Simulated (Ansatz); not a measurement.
This input was run:

```
crystal:
  lattice:
    - [2.7824250815, -1.6065009053, 0.025519691]
    - [2.7824250815, 1.6065009053, 0.025519691]
    - [-1.9314187547, 0.0, 8.3212731504]
  atoms:
    - { symbol: Sn, position: [0.2500501834, 0.2500501834, 0.7499876472] }
    - { symbol: Sn, position: [0.7499498166, 0.7499498166, 0.2500123528] }
    - { symbol: O, position: [-0.1219440635, -0.1219440635, 0.6340049763] }
    - { symbol: O, position: [1.1219440635, 1.1219440635, 0.3659950237] }
    - { symbol: O, position: [0.6220443179, 0.6220443179, 0.8659719747] }
    - { symbol: O, position: [0.3779556821, 0.3779556821, 0.1340280253] }
kpoints:
  mp_grid: { grid: [10, 10, 10] }
  band_path:
    path:
      - [0.0, 0.0, 0.0]
      - [-0.3374573442, 0.3374573442, 0.0]
      - [-0.6625426558, -0.3374573442, 0.0]
      - [-0.5, -0.5, 0.0]
      - [-0.5, -0.5, 0.5]
      - [-0.6749149064, -0.3250850936, 0.5]
      - [-0.3250850936, 0.3250850936, 0.5]
      - [0.0, 0.0, 0.5]
      - [-0.5, 0.0, 0.5]
    npoints: 1
hamiltonian:
  xc: r2scan
  dispersion: rvv10
scf:
  occupations: { method: fermi_dirac, width: 0.03 }
  n_extra_bands: 5
output:
  forces: true
  stress: true
  eigenvalues: true
```

Command:
```bash
ansatz run input.yaml --threads 2 --pin off --max-ram 2211MiB --backend cpu --events-out ev --progress --plain --runs-dir out
```

Predict the main features of the density of states.

There is a gap; over the k points computed it is 2.23 eV (direct among those points). The upper group of valence states starts about 7.0 eV under the valence-band top, with a gap beneath it; it holds about 24 electrons a cell. Within the window shown, the tallest peak of the filled states lies 0.7 eV under the valence-band top, at about 7.4 states per eV and cell.

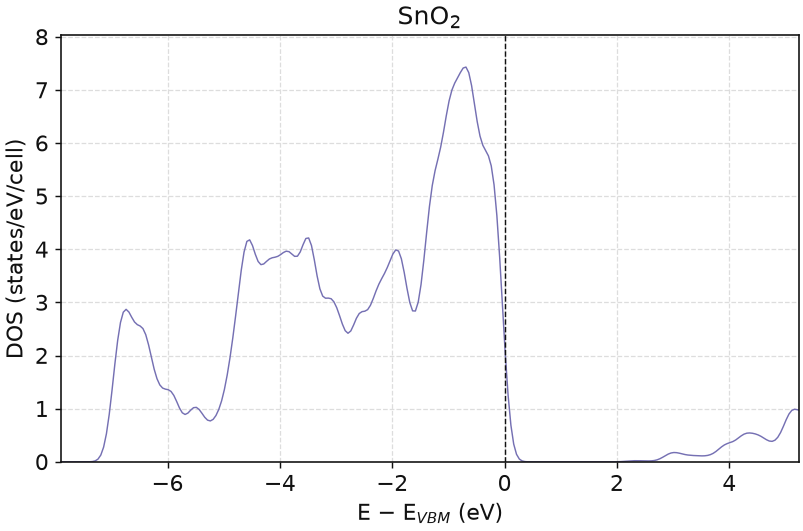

Density of states. Energies are counted from the top of the valence band. The curve is built from the levels of the k mesh with Gaussians 0.3 eV wide, which also blur the band edges.
